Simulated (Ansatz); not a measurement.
# Geometry relaxation of SiC

- system: SiC (P6₃mc, 4 atoms in the cell)
- method: DFT PBE, scalar-relativistic, plane waves, PAW, no spin polarisation (Ansatz 0.2.0)

The structure derives from an entry of the Crystallography Open Database. Figures and captions count atoms from 1; the log counts them from 0 in places.

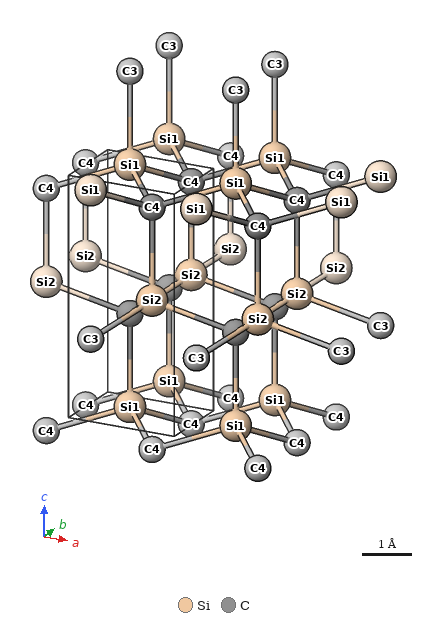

Figure 1. The input geometry (ball-and-stick view of the cell of the calculation, repeated 2 × 2 × 1, seen slightly off an axis; neighbours outside the cell are drawn fainter; atoms are numbered from 1 in the order of the input). Near neighbours in the crystal (not all of them lie inside the picture): Si has 4 C at 1.87 to 1.94 Å; C has 4 Si at 1.87 to 1.94 Å.

### Input
```yaml
crystal:
  lattice:
    - [3.0759982064, 0.0, 0.0]
    - [-1.5379991032, 2.6638925888, 0.0]
    - [0.0, 0.0, 5.048]
  atoms:
    - { symbol: Si, position: [0.3333333333, 0.6666666667, 0.0] }
    - { symbol: Si, position: [0.6666666667, 0.3333333333, 0.5] }
    - { symbol: C, position: [0.3333333333, 0.6666666667, 0.385] }
    - { symbol: C, position: [0.6666666667, 0.3333333333, 0.885] }
basis:
  ecutwfc: 420
kpoints:
  mp_grid: { grid: [9, 9, 4] }
hamiltonian:
  xc: pbe
scf:
  occupations: { method: gaussian, width: 0.1 }
output:
  forces: true
  stress: true
  eigenvalues: true
relax:
  adjacent_minimum: "off"
  f_tol: 0.05
  max_steps: 80
  cell: { stress_tol: 0.5 }
```

Command:
```bash
ansatz run input.yaml --threads 1 --pin off --max-ram 2560MiB --backend cpu --events-out ev --progress --plain --runs-dir out
```

### Output
```
Engine: ansatz 0.2.0, x86_64-unknown-linux-gnu
Pseudopotentials: kind: paw
Pseudopotential: Si, paw, valence charge 4, recommended cutoff 420 eV (normal), Si.paw.azcp
Pseudopotential: C, paw, valence charge 4, recommended cutoff 420 eV (normal), C.paw.azcp
Functional definition: PBE
  parameter kappa = 0.804
  parameter beta = 0.06672455060314922
  exchange = pbe_x(kappa = kappa, mu = beta*pi^2/3)
  correlation = pbe_c(beta = beta)
Crystal: 4 atoms, lattice volume = 41.364 Å³
Basis set: ecut = 420 eV, 785 PW (Γ), exchange–correlation on 48×48×72 points (8 copies of the dense FFT grid, shifted against one another)
Bands: 12, of which v1, the nominal top of the filled ones, is band 8 counted from 1 (7 counted from 0)
Symmetry: 12 space group operations
Space group: P63mc (ITA 186), of the structure as read, at distance tolerance 3.5e-5 Å
k-points: 36 of 324 (time reversal used)
Non-local potential: Si, projectors of the file, l = 0: 2, l = 1: 2, l = 2: 2
Non-local potential: C, projectors of the file, l = 0: 2, l = 1: 2, l = 2: 1
PAW form: soft (Blöchl's): semilocal exchange-correlation on the pseudo side does not see the compensation charge
PAW one-centre angular grid: Si, 110 points (default); XC on 64 Gauss nodes
PAW one-centre angular grid: C, 110 points (default); XC on 64 Gauss nodes
Initial density: superposition of atomic densities (neutral atoms: chi_scale 0, normalization atom), corrected by the library's trained network
Initial wavefunctions: pseudopotential atomic-orbital guess
Functional: x = pbe(κ = 0.804, μ = 0.2195149727645171), c = pbe(β = 0.06672455060314922)
SCF iter   1: F=—  HF=-1774.266402 eV  |F-HF|=—  |Δ(HF+E_count)|=         —  Δρ=2.44e-3  dr2=2.64e-3  ethr=1.77e-3  ⟨swp⟩=5.1  Hψ=2798  notcnv=0
preconditioner: auto → none  [insulator: Δε(μ)=2.299 eV  Ē_g=11.917 eV  σ=0.100 eV  W_gap=1.00  n_scr=2 (ndim 8)  ℏωp=23.1 eV  f_vac=0.000  D(μ)=0.00/eV (n_scr^D=0)  ε∞_Penn≈4.8]
SCF iter   2: F=—  HF=-1774.266340 eV  |F-HF|=—  |Δ(HF+E_count)|=   6.18e-5  Δρ=8.88e-4  dr2=1.94e-4  ethr=1.65e-5  ⟨swp⟩=2.4  Hψ=1009  notcnv=0
SCF iter   3: F=—  HF=-1774.266370 eV  |F-HF|=—  |Δ(HF+E_count)|=   2.97e-5  Δρ=3.84e-4  dr2=2.53e-5  ethr=1.21e-6  ⟨swp⟩=2.0  Hψ=655  notcnv=0
SCF iter   4: F=—  HF=-1774.266397 eV  |F-HF|=—  |Δ(HF+E_count)|=   2.68e-5  Δρ=6.54e-5  dr2=8.62e-7  ethr=1.58e-7  ⟨swp⟩=2.4  Hψ=697  notcnv=0
iter 5 did not close the SCF: its close was put off for the readings that it lacked (scf_convergence_deferred on its scf_iter line)
SCF iter   5: F=-1774.266398 eV  HF=-1774.266398 eV  |F-HF|=1.49e-8  |Δ(HF+E_count)|=   1.35e-6  Δρ=6.54e-6  dr2=8.11e-9  ethr=5.39e-9  ⟨swp⟩=2.2  Hψ=728  notcnv=0
SCF iter   6: F=-1774.266398 eV  HF=-1774.266398 eV  |F-HF|=1.58e-10  |Δ(HF+E_count)|=   1.70e-8  Δρ=7.89e-7  dr2=1.67e-10  ethr=5.07e-11  ⟨swp⟩=2.0  Hψ=1454  notcnv=0
SCF 1 converged in 6 iterations: F = -1774.266398 eV  dr2 = 1.67e-10
  greatest PAW one-centre occupation: 0.646 electrons in one spin orbital (limit 2), on the C atom at site 3 (counted from 0), in its partial waves of l = 0
relax step   1: F+E_penalty+E_count = -1774.26639800 eV  Δ(F+E_penalty+E_count) = +0.000e0 eV  max|allowed force component| = 7.511e-1 eV/Å  Δτ_max = 0.0000 Å  P = +3.695 GPa  Ω = 41.364 Å³  (6 SCF iters, dr2 threshold 1.00e-7 eV, accepted)
Crystal: 4 atoms, lattice volume = 41.715 Å³
Initial density: handed on by an earlier stage of this run
Initial wavefunctions: those handed on with the density
iter 1 solved again at ethr=2.91e-5 eV; its pass at ethr=3.10e-3 eV (dr2=4.65e-3 eV) is discarded
SCF iter   1: F=—  HF=-1774.293231 eV  |F-HF|=—  |Δ(HF+E_count)|=         —  Δρ=3.26e-3  dr2=4.61e-3  ethr=2.91e-5  ⟨swp⟩=1.6  Hψ=2865  notcnv=0
preconditioner: auto → none  [insulator: Δε(μ)=2.356 eV  Ē_g=11.853 eV  σ=0.100 eV  W_gap=1.00  n_scr=2 (ndim 8)  ℏωp=23.0 eV  f_vac=0.000  D(μ)=0.00/eV (n_scr^D=0)  ε∞_Penn≈4.8]
SCF iter   2: F=—  HF=-1774.291859 eV  |F-HF|=—  |Δ(HF+E_count)|=   1.37e-3  Δρ=1.01e-3  dr2=2.86e-4  ethr=2.88e-5  ⟨swp⟩=2.1  Hψ=688  notcnv=0
SCF iter   3: F=—  HF=-1774.291793 eV  |F-HF|=—  |Δ(HF+E_count)|=   6.59e-5  Δρ=4.07e-4  dr2=3.68e-5  ethr=1.79e-6  ⟨swp⟩=2.4  Hψ=700  notcnv=0
SCF iter   4: F=—  HF=-1774.291800 eV  |F-HF|=—  |Δ(HF+E_count)|=   7.30e-6  Δρ=1.09e-4  dr2=1.82e-6  ethr=2.30e-7  ⟨swp⟩=2.1  Hψ=721  notcnv=0
SCF iter   5: F=-1774.291801 eV  HF=-1774.291801 eV  |F-HF|=6.13e-9  |Δ(HF+E_count)|=   1.11e-6  Δρ=5.60e-6  dr2=5.11e-9  ethr=2.50e-9  ⟨swp⟩=5.2  Hψ=2140  notcnv=0
SCF 2 converged in 5 iterations: F = -1774.291801 eV  dr2 = 5.11e-9
  greatest PAW one-centre occupation: 0.645 electrons in one spin orbital (limit 2), on the C atom at site 3 (counted from 0), in its partial waves of l = 0
relax step   2: F+E_penalty+E_count = -1774.29180133 eV  Δ(F+E_penalty+E_count) = -2.540e-2 eV  max|allowed force component| = 4.340e-1 eV/Å  Δτ_max = 0.0124 Å  P = +1.725 GPa  Ω = 41.715 Å³  energy of the carried Pulay correction = -6.242e-4 eV  (5 SCF iters, dr2 threshold 4.00e-7 eV, accepted)
Crystal: 4 atoms, lattice volume = 42.115 Å³
Basis set: ecut = 420 eV, 833 PW (Γ), exchange–correlation on 48×48×72 points (8 copies of the dense FFT grid, shifted against one another)
iter 1 solved again at ethr=7.84e-5 eV; its pass at ethr=3.10e-3 eV (dr2=1.25e-2 eV) is discarded
SCF iter   1: F=—  HF=-1774.310118 eV  |F-HF|=—  |Δ(HF+E_count)|=         —  Δρ=5.75e-3  dr2=1.27e-2  ethr=7.84e-5  ⟨swp⟩=1.0  Hψ=3071  notcnv=0
preconditioner: auto → none  [insulator: Δε(μ)=2.247 eV  Ē_g=11.787 eV  σ=0.100 eV  W_gap=1.00  n_scr=2 (ndim 8)  ℏωp=22.9 eV  f_vac=0.000  D(μ)=0.00/eV (n_scr^D=0)  ε∞_Penn≈4.8]
SCF iter   2: F=—  HF=-1774.305148 eV  |F-HF|=—  |Δ(HF+E_count)|=   4.97e-3  Δρ=1.80e-3  dr2=9.04e-4  ethr=7.84e-5  ⟨swp⟩=2.4  Hψ=678  notcnv=0
SCF iter   3: F=—  HF=-1774.304851 eV  |F-HF|=—  |Δ(HF+E_count)|=   2.96e-4  Δρ=5.48e-4  dr2=9.10e-5  ethr=5.65e-6  ⟨swp⟩=2.2  Hψ=675  notcnv=0
SCF iter   4: F=—  HF=-1774.304768 eV  |F-HF|=—  |Δ(HF+E_count)|=   8.31e-5  Δρ=1.73e-4  dr2=5.27e-6  ethr=5.69e-7  ⟨swp⟩=2.0  Hψ=682  notcnv=0
SCF iter   5: F=-1774.304769 eV  HF=-1774.304769 eV  |F-HF|=3.17e-8  |Δ(HF+E_count)|=   6.94e-7  Δρ=1.54e-5  dr2=4.70e-8  ethr=2.50e-9  ⟨swp⟩=6.6  Hψ=2307  notcnv=0
SCF 3 converged in 5 iterations: F = -1774.304769 eV  dr2 = 4.70e-8
  greatest PAW one-centre occupation: 0.643 electrons in one spin orbital (limit 2), on the C atom at site 3 (counted from 0), in its partial waves of l = 0
relax step   3: F+E_penalty+E_count = -1774.30476899 eV  Δ(F+E_penalty+E_count) = -1.297e-2 eV  max|allowed force component| = 1.259e-1 eV/Å  Δτ_max = 0.0125 Å  P = -0.586 GPa  Ω = 42.115 Å³  energy of the carried Pulay correction = -1.329e-3 eV  (5 SCF iters, dr2 threshold 4.00e-7 eV, accepted)
Crystal: 4 atoms, lattice volume = 42.005 Å³
Basis set: ecut = 420 eV, 809 PW (Γ), exchange–correlation on 48×48×72 points (8 copies of the dense FFT grid, shifted against one another)
iter 1 solved again at ethr=4.68e-6 eV; its pass at ethr=3.10e-3 eV (dr2=7.49e-4 eV) is discarded
SCF iter   1: F=—  HF=-1774.308488 eV  |F-HF|=—  |Δ(HF+E_count)|=         —  Δρ=1.62e-3  dr2=9.62e-4  ethr=4.68e-6  ⟨swp⟩=2.4  Hψ=2939  notcnv=0
preconditioner: auto → none  [insulator: Δε(μ)=2.322 eV  Ē_g=11.820 eV  σ=0.100 eV  W_gap=1.00  n_scr=2 (ndim 8)  ℏωp=22.9 eV  f_vac=0.000  D(μ)=0.00/eV (n_scr^D=0)  ε∞_Penn≈4.8]
SCF iter   2: F=—  HF=-1774.308106 eV  |F-HF|=—  |Δ(HF+E_count)|=   3.82e-4  Δρ=5.42e-4  dr2=7.81e-5  ethr=4.68e-6  ⟨swp⟩=2.1  Hψ=667  notcnv=0
SCF iter   3: F=—  HF=-1774.308021 eV  |F-HF|=—  |Δ(HF+E_count)|=   8.53e-5  Δρ=1.57e-4  dr2=7.33e-6  ethr=4.88e-7  ⟨swp⟩=2.1  Hψ=689  notcnv=0
SCF iter   4: F=-1774.308019 eV  HF=-1774.308019 eV  |F-HF|=5.83e-8  |Δ(HF+E_count)|=   1.53e-6  Δρ=4.85e-5  dr2=3.51e-7  ethr=2.50e-9  ⟨swp⟩=3.8  Hψ=2255  notcnv=0
SCF 4 converged in 4 iterations: F = -1774.308019 eV  dr2 = 3.51e-7
  greatest PAW one-centre occupation: 0.644 electrons in one spin orbital (limit 2), on the C atom at site 3 (counted from 0), in its partial waves of l = 0
relax step   4: F+E_penalty+E_count = -1774.30801945 eV  Δ(F+E_penalty+E_count) = -3.250e-3 eV  max|allowed force component| = 2.844e-3 eV/Å  Δτ_max = 0.0016 Å  P = -0.014 GPa  Ω = 42.005 Å³  energy of the carried Pulay correction = -1.135e-3 eV  (4 SCF iters, dr2 threshold 4.00e-7 eV, accepted)
Initial wavefunctions: pseudopotential atomic-orbital guess (no wavefunctions were taken with the density)
iter 1 solved again at ethr=5.30e-8 eV; its pass at ethr=3.10e-3 eV (dr2=8.48e-6 eV) is discarded
SCF iter   1: F=—  HF=-1774.309319 eV  |F-HF|=—  |Δ(HF+E_count)|=         —  Δρ=8.49e-5  dr2=5.95e-7  ethr=5.30e-8  ⟨swp⟩=3.1  Hψ=4091  notcnv=0
preconditioner: auto → none  [insulator: Δε(μ)=2.304 eV  Ē_g=11.817 eV  σ=0.100 eV  W_gap=1.00  n_scr=2 (ndim 8)  ℏωp=22.9 eV  f_vac=0.000  D(μ)=0.00/eV (n_scr^D=0)  ε∞_Penn≈4.8]
SCF iter   2: F=—  HF=-1774.309259 eV  |F-HF|=—  |Δ(HF+E_count)|=   6.07e-5  Δρ=4.28e-5  dr2=1.50e-7  ethr=3.72e-9  ⟨swp⟩=2.4  Hψ=709  notcnv=0
SCF iter   3: F=—  HF=-1774.309259 eV  |F-HF|=—  |Δ(HF+E_count)|=   3.05e-7  Δρ=1.00e-5  dr2=4.00e-8  ethr=9.36e-10  ⟨swp⟩=2.1  Hψ=683  notcnv=0
SCF iter   4: F=-1774.309259 eV  HF=-1774.309259 eV  |F-HF|=4.84e-11  |Δ(HF+E_count)|=   8.44e-9  Δρ=1.31e-6  dr2=3.97e-10  ethr=2.50e-11  ⟨swp⟩=3.1  Hψ=1835  notcnv=0
SCF 5 converged in 4 iterations: F = -1774.309259 eV  dr2 = 3.97e-10
relax step   5: F+E_penalty+E_count = -1774.30925901 eV  Δ(F+E_penalty+E_count) = -1.240e-3 eV  max|allowed force component| = 2.989e-3 eV/Å  Δτ_max = 0.0000 Å  P = +0.037 GPa  Ω = 42.005 Å³  stress off target by 9.40e-2 GPa  SCF on the basis re-selected at this cell (its energy is not comparable with the rows above)  (4 SCF iters)
```

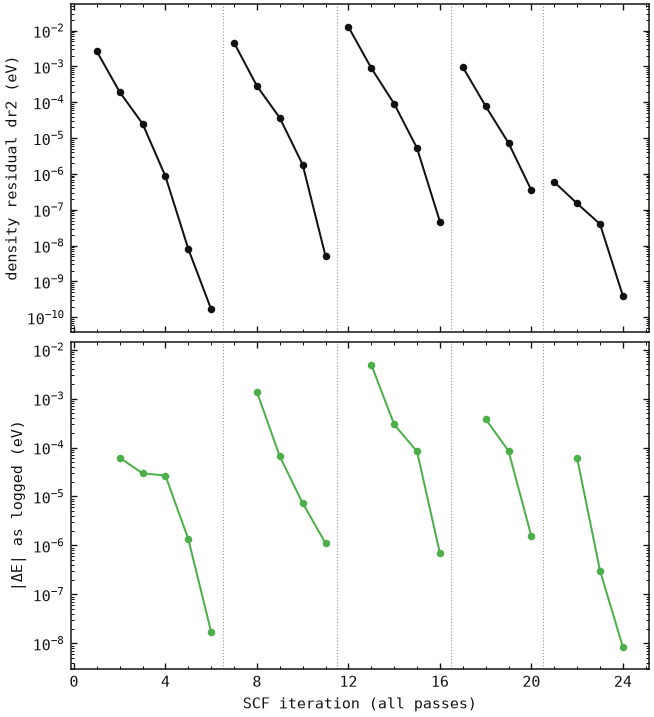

Figure 2. Convergence of the self-consistent field: density residual dr2 and size of the energy change against the SCF iteration. The dotted lines part the SCF passes of the relaxation: geometry steps, rejected trials and re-solves on a re-selected basis. The 5 passes take 4 to 6 iterations each, 24 in all.

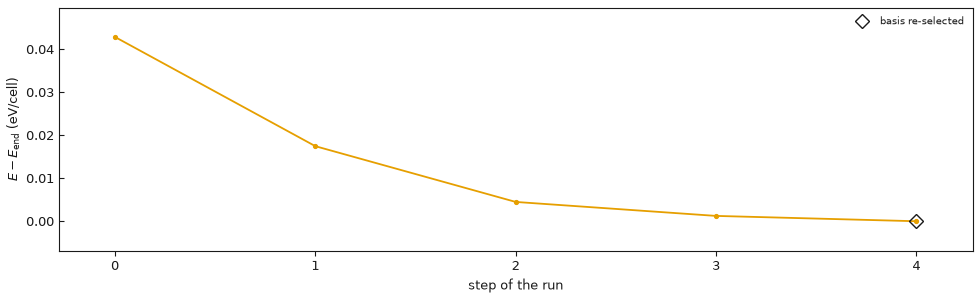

Figure 3. Progress of the relaxation, step by step (the first geometry is step 0 here and step 1 in the log).

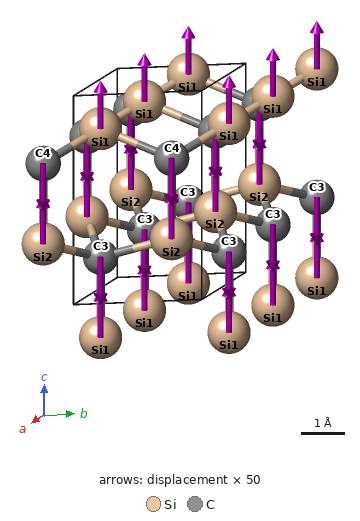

Figure 4. The starting structure with the displacements (without the part carried along by the change of the cell) as pink arrows, magnified 50 times (ball-and-stick view of the cell of the calculation, repeated 3 × 2 × 1, seen slightly off an axis). Over 3 geometry steps the energy falls by 41.6 meV per cell of the calculation. The largest force component goes from 0.75 to 0.003 eV/Å. Pressure: 3.69 GPa at the start and 0.04 GPa at the end. The largest moves relative to the cell, 0.023 Å, are those of Si1, Si2, C3 and C4. By element the largest moves are Si 0.023 Å, C 0.023 Å. Cell: a = b 3.076 → 3.091 Å (+0.5 %), c 5.048 → 5.075 Å (+0.5 %). Volume +1.5 %. Distances before and after: Si1–C3 1.943 → 1.907 Å, Si1–C4 1.868 → 1.893 Å. The space group stays P6_3mc (No. 186). A last SCF at the same geometry on a re-selected plane-wave basis shifts the energy by −1.2 meV per cell of the calculation. (Atoms are counted from 1 in the order of the input.)

```
basis re-selected at this cell: Δ(F+E_penalty+E_count) = -1.240e-3 eV, ΔP = +0.051 GPa vs the last step (what re-selecting the basis moved, of the pressure what is left beyond the Pulay correction that the steps carried, after the strain that the cell walked since its last selection, with what the two solves' SCF thresholds leave and, on support functions, any second-order correction that the steps lacked; it is no measure of the basis error at this ecutwfc). This SCF's stress stands 9.40e-2 GPa from its target on what of the cell is left free (relax.cell.stress_tol is 5.00e-1 GPa) and its largest allowed force component is 2.99e-3 eV/Å (relax.f_tol is 5.00e-2 eV/Å): within both
SCF converged after 4 iterations
Free energy (F): -1774.309259 eV
Harris-Foulkes:  -1774.309259 eV  (|F-HF|=4.84e-11)
Internal energy: -1774.309259 eV  (E = F + TS)
E sigma→0 (E₀):  -1774.309259 eV
Fermi energy:    10.590270 eV
--- Per-component energies (eV) ---
  E_band       = 55.102516
  E_kinetic    = 269.981098
  E_local      = -212.395625  (includes V_loc(G=0)·N_el)
  E_nonlocal   = 103.283383
  E_hartree    = 65.326116
  E_xc         = -210.549621
  E_vxc        = -218.147638  (∫ρ·V_xc dr)
  E_paw        = -1224.025093  (= ΣΔE_a)
  E_vpaw       = -18.270921  (= ΣTr[D̂ρ^β])
  E_aug_tail   = 0.000025  (compensation charges beyond the density's cutoff)
  E_ewald      = -565.929543
  E_smearing   = -0.000000  (= −TS)
  E_closure    = -0.000000  (closes the sum)
  Σ components = -1774.309259   (vs F -1774.309259, Δ=0.00e0)
--- Forces (eV/Å), atoms counted from 1 ---
  atom   1  Si    -0.00000000    -0.00000000    -0.00298536
  atom   2  Si     0.00000000     0.00000000    -0.00298536
  atom   3  C      0.00000000    -0.00000000     0.00299221
  atom   4  C      0.00000000     0.00000000     0.00299221
  max |Σ_I F_I| component: 1.37e-5 eV/Å
--- Stress (GPa, compression-positive) ---
        0.093997      -0.000000       0.000000
        0.000000       0.093997       0.000000
        0.000000       0.000000      -0.077253
  P = ⅓ Tr σ = 0.0369 GPa (0.369 kbar)
--- Band table (eV; the first three rows and the last of 36) ---
  k-point 0: bands = ["-6.0089", "-2.5012", "0.8270", "8.1315", "8.1315", "9.3258", "9.4384", "9.4384", "14.1130", "15.4641", "16.0190", "16.0190"]
  k-point 1: bands = ["-5.7082", "-3.4957", "2.3090", "7.8282", "8.2975", "8.2975", "9.2180", "9.2180", "14.3938", "16.1456", "16.1456", "16.3051"]
  k-point 2: bands = ["-4.8293", "-4.8293", "5.0252", "5.0252", "8.7310", "8.7310", "8.7310", "8.7310", "15.2008", "15.2008", "16.7085", "16.7085"]
  k-point 35: bands = ["-1.2879", "-1.2879", "1.7371", "1.7371", "3.8781", "3.8781", "7.7098", "7.7098", "14.4309", "14.4309", "15.4263", "15.4263"]
--- Relaxed structure (4 steps of the walk, 4 accepted, 1 SCFs on fresh bases) ---
  F+E_penalty+E_count = -1774.30925901 eV   max|allowed force component| = 2.989e-3 eV/Å   (the final SCF, on the basis selected at the relaxed cell)
  cell:  # Å, volume = 42.0046 Å³
    - [3.091434926894378, -2.8563670796121006e-19, -5.913490854852252e-19]
    - [-1.545717463447189, 2.6772611808370206, 2.956745427426133e-19]
    - [-9.704590130396088e-19, 5.809733645478364e-33, 5.075113607913552]
  atoms:
    - { symbol: Si, position: [0.33333333333333326, 0.6666666666666665, 0.004607041875524384] }
    - { symbol: Si, position: [0.6666666666666666, 0.33333333333333326, 0.5046070418755243] }
    - { symbol: C, position: [0.33333333333333326, 0.6666666666666665, 0.3803929581244756] }
    - { symbol: C, position: [0.6666666666666666, 0.33333333333333326, 0.8803929581244755] }
```

### Trajectory as extended XYZ (Å, eV, eV/Å), 5 frames, from step=1 to step=5
```
4
Lattice="3.0760 0.0000 0.0000 -1.5380 2.6639 0.0000 0.0000 0.0000 5.0480" Properties=species:S:1:pos:R:3:forces:R:3 step=1 energy=-1774.26640 pressure_GPa=3.69
Si    0.0000    1.7759    0.0000    0.0000   0.0000   0.7511
Si    1.5380    0.8880    2.5240    0.0000   0.0000   0.7511
C     0.0000    1.7759    1.9435    0.0000   0.0000  -0.7511
C     1.5380    0.8880    4.4675    0.0000   0.0000  -0.7511
4
Lattice="3.0752 0.0000 0.0000 -1.5376 2.6632 0.0000 0.0000 0.0000 5.0934" Properties=species:S:1:pos:R:3:forces:R:3 step=2 energy=-1774.29180 pressure_GPa=1.73
Si    0.0000    1.7755    0.0125    0.0000   0.0000   0.4340
Si    1.5376    0.8877    2.5592    0.0000   0.0000   0.4340
C     0.0000    1.7755    1.9484    0.0000   0.0000  -0.4340
C     1.5376    0.8877    4.4951    0.0000   0.0000  -0.4340
4
Lattice="3.1015 0.0000 0.0000 -1.5508 2.6860 0.0000 0.0000 0.0000 5.0554" Properties=species:S:1:pos:R:3:forces:R:3 step=3 energy=-1774.30477 pressure_GPa=-0.59
Si    0.0000    1.7907    0.0249    0.0000   0.0000  -0.1259
Si    1.5508    0.8953    2.5526    0.0000   0.0000  -0.1259
C     0.0000    1.7907    1.9214    0.0000   0.0000   0.1259
C     1.5508    0.8953    4.4491    0.0000   0.0000   0.1259
4
Lattice="3.0914 0.0000 0.0000 -1.5457 2.6773 0.0000 0.0000 0.0000 5.0751" Properties=species:S:1:pos:R:3:forces:R:3 step=4 energy=-1774.30802 pressure_GPa=-0.01
Si    0.0000    1.7848    0.0234    0.0000   0.0000  -0.0030
Si    1.5457    0.8924    2.5609    0.0000   0.0000  -0.0030
C     0.0000    1.7848    1.9305    0.0000   0.0000   0.0027
C     1.5457    0.8924    4.4681    0.0000   0.0000   0.0027
4
Lattice="3.0914 0.0000 0.0000 -1.5457 2.6773 0.0000 0.0000 0.0000 5.0751" Properties=species:S:1:pos:R:3:forces:R:3 step=5 energy=-1774.30926 pressure_GPa=0.04
Si    0.0000    1.7848    0.0234    0.0000   0.0000  -0.0030
Si    1.5457    0.8924    2.5609    0.0000   0.0000  -0.0030
C     0.0000    1.7848    1.9305    0.0000   0.0000   0.0030
C     1.5457    0.8924    4.4681    0.0000   0.0000   0.0030
```

### Results in brief

| quantity | value |
| --- | --- |
| outcome | converged |
| space group (tolerance 0.01 Å) | P6₃mc (186) |
| electrons treated | 16 |
| free energy | −1774.3093 eV |
| Fermi energy | 10.590 eV |
| gap on the k-point mesh | 2.30 eV |
| pressure | 0.04 GPa |
| final volume | 42.00 Å³ |
| largest force (length of the vector) at the end | 0.003 eV/Å |
| final cell | a = 3.091 Å, b = 3.091 Å, c = 5.075 Å, α = 90.00°, β = 90.00°, γ = 120.00° |
| hardware | 1 thread of Intel Xeon @ 2.50GHz (Skylake/Cascade Lake), 64 GiB of memory available, shared host |
| wall time | 13 s |
| peak memory | 0.35 GiB |
